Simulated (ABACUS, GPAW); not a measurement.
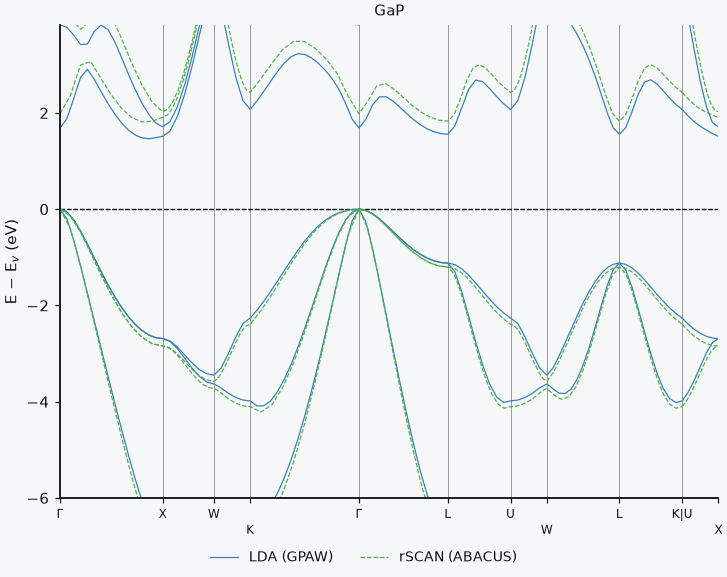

Band structures of zincblende GaP, space group F-43m (No. 216), 2 atoms in the primitive cell (cubic a = 5.451 Å), by two methods on the same cell. Each is counted from its own valence-band top.

**How do the methods compare?**

LDA (GPAW) gives a gap of 1.46 eV along the path and rSCAN (ABACUS) gives a gap of 1.81 eV along the path.

Settings. LDA (GPAW): PAW data sets generated in the run's folder for this functional, no spin polarisation, no spin-orbit coupling, 8×8×8 k mesh, 600 eV cutoff, Fermi-Dirac smearing of 0.05 eV (GPAW). rSCAN (ABACUS): SG15 ONCV 1.2 PBE, no spin polarisation, no spin-orbit coupling, 1279 eV cutoff, Fermi-Dirac smearing of 0.05 eV (ABACUS 3.10.1).

The two runs differ in program as well. Measured GaP has its conduction bottom near X; the order of its valleys hangs on the functional and the volume. LDA, GGA and most meta-GGA functionals understate gaps. LDA (GPAW): the potentials hold the d shell of Ga in the core, which widens gaps. rSCAN (ABACUS): the density is read from an earlier self-consistent run, whose mesh may be coarse. rSCAN (ABACUS): the potentials were made for another functional.
